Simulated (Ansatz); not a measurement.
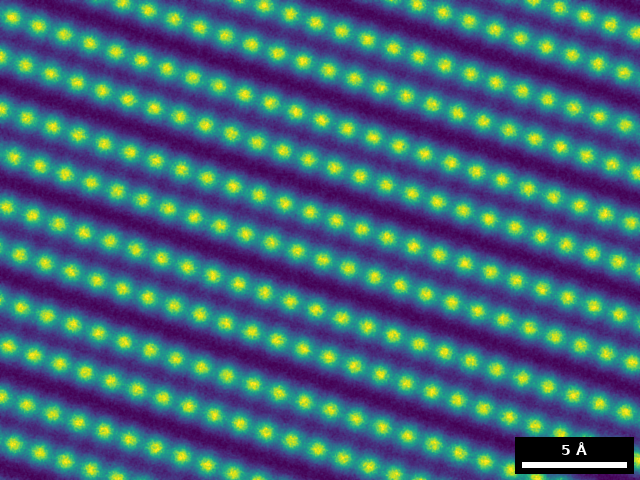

Integrated-DPC-like image of a crystal. Simulated as the projected potential of neutral atoms (B = 0.8 Å²) blurred by a 0.64 Å probe, the thin-sample limit of integrated differential phase contrast. Shot noise was added.

> What two-dimensional lattice does the image show, and how large is its cell?

The pattern repeats on a rectangular net of 1.3 × 8.8 Å.

> What is the plane group of the image?

p2mg: mirror lines in one direction, glide lines across them, twofold points on the glide lines.

> How many columns does the smallest repeating cell hold, and how many levels of brightness?

4 columns in the primitive cell of 11.6 Å², all of one brightness.

The crystal is Cl (P6_3/mmc, No. 194) seen along [310]. Atomic positions: the geometry relaxed with Ansatz, DFT PBEsol, scalar-relativistic, plane waves, PAW; the starting structure was generated, so it need not be a known form of this composition.
